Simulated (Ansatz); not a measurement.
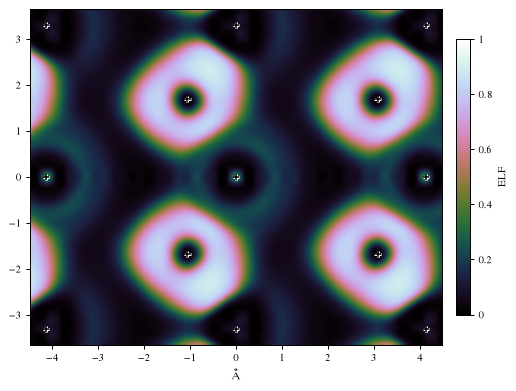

The ELF on a plane through atoms (crosses mark nuclei in the plane).

Computed with DFT PBEsol, scalar-relativistic, plane waves, PAW in Ansatz 0.2.0.

Candidates:
A. Sn7H2 (slab), a = 4.63 Å, b = 9.25 Å, c = 23.68 Å, α = 90.00°, β = 90.00°, γ = 90.00°. Changed on purpose from its base cell (Sn13 moved -0.261 A and Sn14 -0.261 A along the normal, the rest relaxed); not relaxed (largest force 0.6 eV/Å).
B. Al3GaN4, a = 4.67 Å, b = 4.67 Å, c = 4.14 Å, α = 90.00°, β = 90.00°, γ = 90.00°. Space group P-42m; a structure from a database of computed crystals, not necessarily the ambient phase; computed pressure about −10 GPa in this cell.

> Which candidate gave the map?

Candidate B: Al3GaN4 on the (110) plane of the conventional cell, which holds Al, Ga and N. Al–N (1.93 Å): the ELF peaks at about 0.90 between the atoms (a shared but strongly polarised pair). Ga–N (1.99 Å): the ELF peaks at about 0.85 in the valence shell of N, 0.7 Å from its nucleus, and is about 0.45 at the midpoint.
